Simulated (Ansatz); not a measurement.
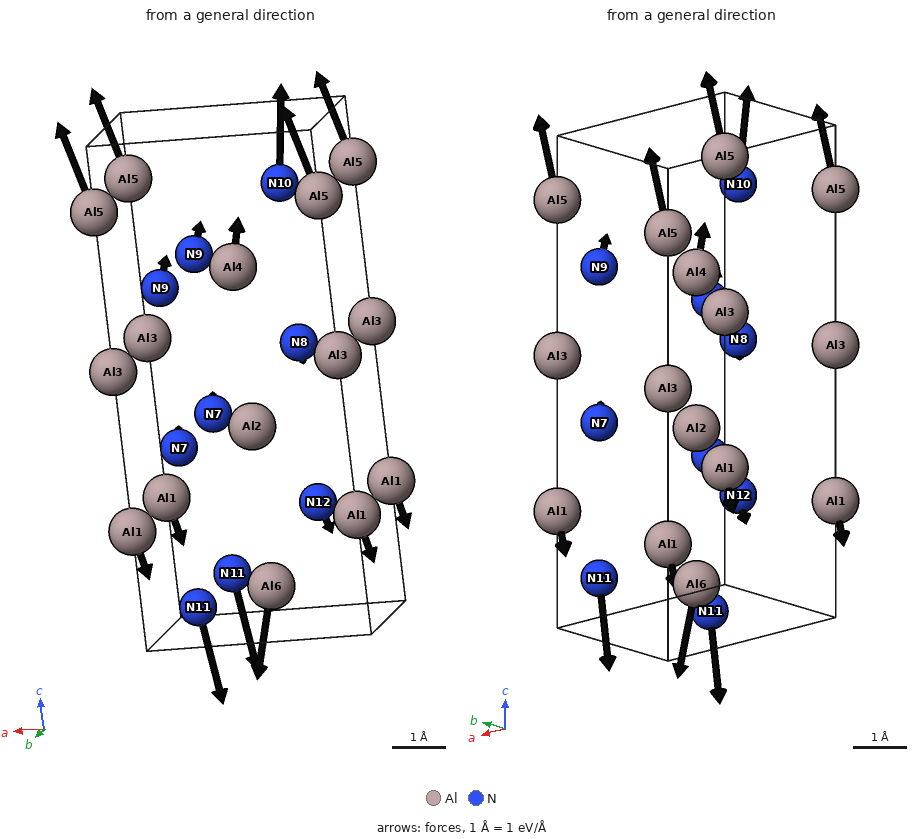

This spheres-only model is shown from two general directions. The box is the simulation cell; atoms on or close to its faces, edges and corners are drawn wherever they repeat. The arrows are the computed forces on the atoms.

System: AlN. Setup: Ansatz, DFT r2SCAN, scalar-relativistic, plane waves, PAW; a cutoff energy of 500 eV, a 5×7×3 k-point mesh, Gaussian smearing of 0.05 eV, no spin polarisation.

**Could this be the end point of a relaxation?**

No. The atoms still feel forces of up to about 1.6 eV/Å, far above a usual threshold of 0.01 to 0.03 eV/Å.

The model was built from a structure listed in the Materials Project. The cell was then strained or its atoms displaced on purpose. It was the input of a calculation with Ansatz.
